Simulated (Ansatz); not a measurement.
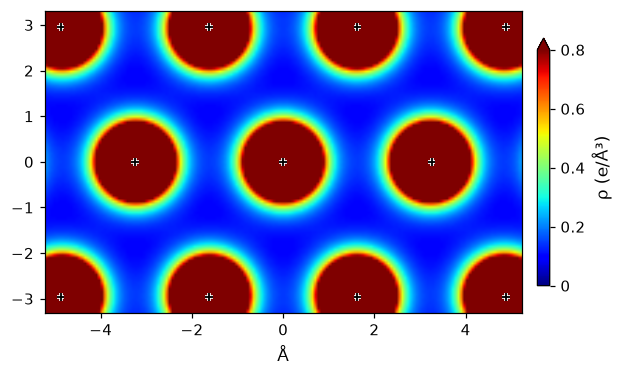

The valence electron density on a plane through atoms (crosses mark nuclei in the plane).

Computed with DFT, PBE, PAW with Ansatz's default frozen-core files, scalar-relativistic (Ansatz).

Candidates:
A. Ga, a = 4.51 Å, b = 7.64 Å, c = 4.61 Å, α = 90.00°, β = 90.00°, γ = 90.00°. Space group Cmce; changed on purpose from its base cell (zz strain of +2 %, PAW files); not relaxed (largest force 0.5 eV/Å).
B. In, a = 3.25 Å, b = 3.25 Å, c = 4.95 Å, α = 90.00°, β = 90.00°, γ = 90.00°. Space group I4/mmm; computed pressure about 2 GPa in this cell; computed without spin polarisation.
C. Os, a = 2.76 Å, b = 2.76 Å, c = 4.32 Å, α = 90.00°, β = 90.00°, γ = 120.00°. Space group P6₃/mmc; changed on purpose from its base cell (equal xx and yy strain of +1 %, PAW files); computed without spin polarisation.

### Which system is this?

Candidate B: In on the (011̄) plane of the conventional cell, which holds In. In–In (3.25 Å): ρ is about 0.15 e/Å³ halfway. In–In (3.38 Å): ρ is about 0.12 e/Å³ halfway.
